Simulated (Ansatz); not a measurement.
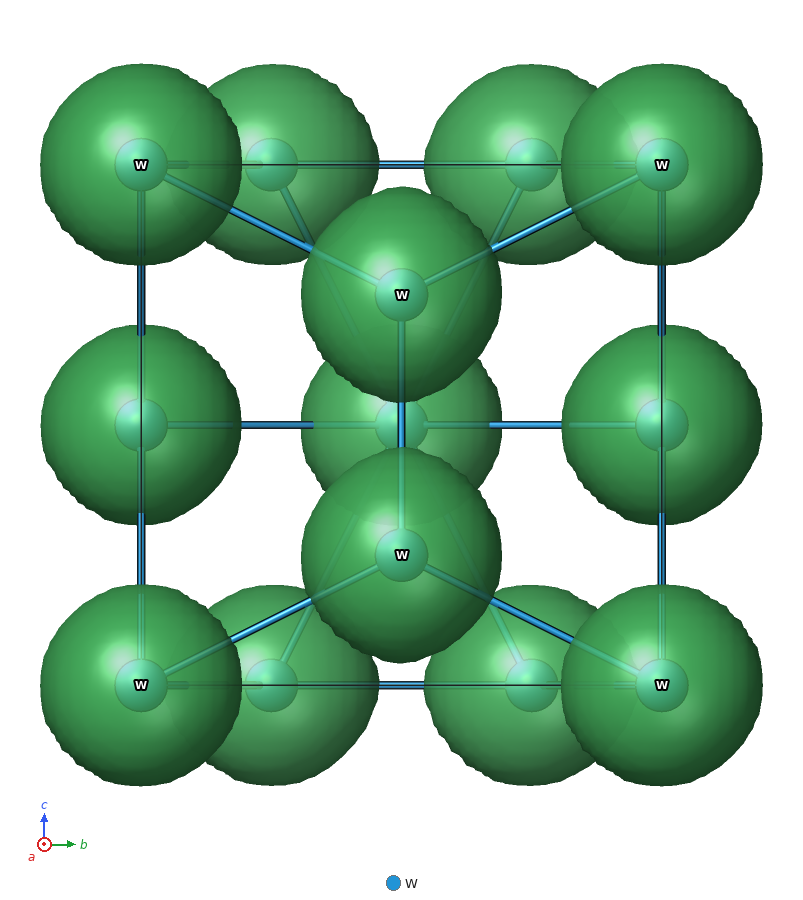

The picture shows: W. Isosurface of the valence pseudo-density at 0.8 e/Å³ (green), seen along the a axis. Sticks mark near contacts.

Space group Pm-3n.

These are results of DFT PBEsol, scalar-relativistic, plane waves, PAW (Ansatz), not measurements.

In a PAW calculation such maps are meaningful between the atoms, not at the nuclei.

What does this surface tell about the bonding?

At this value the density breaks into separate islands; it holds about 65 % of the electrons treated as valence (semicore included). It bridges none of the near contacts. It is pinched off along the sampled W–W (2.52 Å) and W–W (2.81 Å) contacts. On the grid the lowest density along these lines, outside the cores, is 0.61 e/Å³ (W–W, 2.52 Å) and 0.38 e/Å³ (W–W, 2.81 Å).

Does the calculation give a band gap?

It is metallic or semimetallic at this level of theory: no gap opens.
